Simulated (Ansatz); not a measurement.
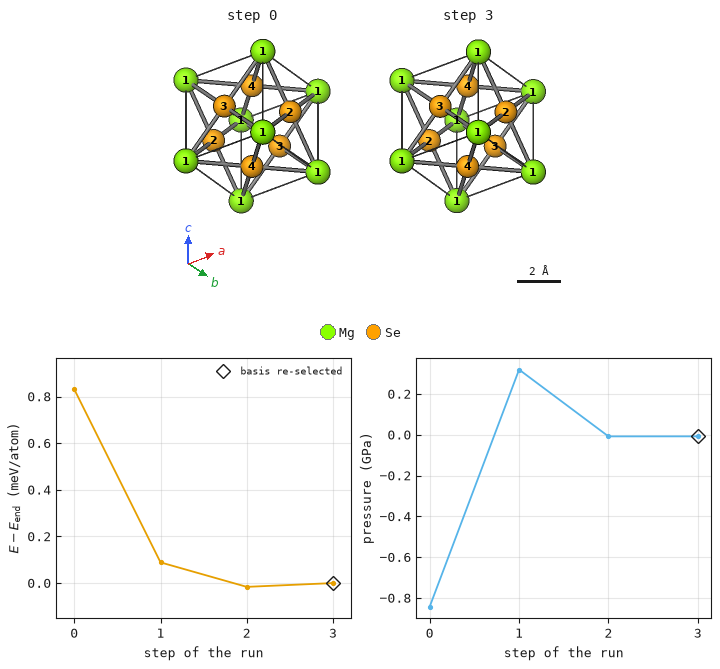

First and last geometry of a relaxation of solid MgSe₃ (a generated structure, set up in Pm-3m), with the history of the run. Style: ball-and-stick. Shown: the cell of the calculation, from a free direction.

Computed with Ansatz, DFT PBE, scalar-relativistic, plane waves, PAW. Settings: plane-wave cutoff 420 eV; k-point mesh 10 × 10 × 10; occupations gaussian; smearing width 0.1 eV; no spin polarisation; cell and atoms relaxed; force threshold 0.01 eV/Å; at most 80 steps.

Read the history and describe the run.

It converged. Over 2 accepted moves (3 points after the start) the energy falls by 0.8 meV per atom. All forces vanish by symmetry, so only the cell relaxes. The pressure goes from −0.84 to −0.01 GPa. The SCF was repeated once at an unchanged geometry on a basis and grid sized afresh for the cell, which shifted the energy by less than 0.05 meV per atom at most. No atom moves by more than 0.005 Å relative to the cell. Cell: a = b = c 4.404 → 4.383 Å (−0.5 %). Volume −1.4 %. Some distances before and after: Mg1–Se2 3.114 → 3.099 Å. The space group stays Pm-3m (No. 221).
